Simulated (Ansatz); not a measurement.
System: a (100) slab cut from CoO (Fm-3m), of composition Co$_{4}$O$_{5}$ (not the bulk's), ended by CoO planes, 9 atoms in the cell. Starting structure of the relaxation:

```xyz
9
Lattice="2.9465 0.0000 0.0000 0.0000 2.9465 0.0000 0.0000 0.0000 25.2504" Properties=species:S:1:pos:R:3 pbc="T T T"
Co    1.4732    1.4732    8.5000
O     0.0000    0.0000    8.5000
Co    0.0000    0.0000   10.5835
O     1.4732    1.4732   10.5835
Co    1.4732    1.4732   12.9017
O     0.0000    0.0000   12.6584
Co    0.0000    0.0000   14.6938
O     1.4732    1.4732   14.9223
O     1.4732    1.4732   16.2423
```

Computed with Ansatz: DFT PBEsol, scalar-relativistic, plane waves, PAW, spin-polarised, 10×10×1 k mesh, 420 eV cutoff.

What does the potential across the slab give for the work function?

The work function is 6.98 eV at the right face and 3.97 eV at the left. The vacuum level is 3.02 eV higher at the right than at the left, so the slab carries a dipole along its normal; the ramp in the vacuum, at or near the edge of the plot, is the dipole correction that keeps each side flat. Some atoms were held fixed in the relaxation, which can itself make the faces differ. The outermost atoms are 8.1 Å apart, which leaves 17.1 Å of vacuum in a cell 25.3 Å high.

The run may have settled in a state above the lowest, so this need not be the ground state. Some starting moments didn't survive the run.

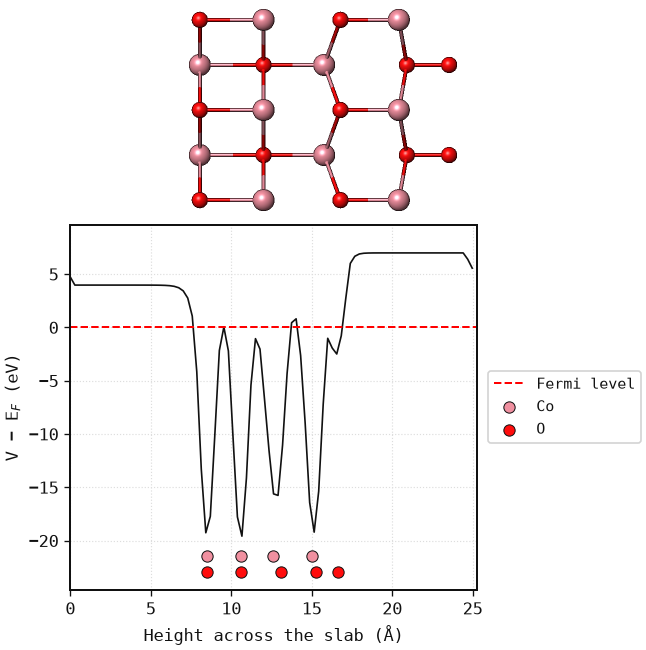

Plane-averaged electrostatic potential energy of an electron across the slab; circles at the bottom mark the heights of the atoms (positions after relaxation). The structure is drawn too.
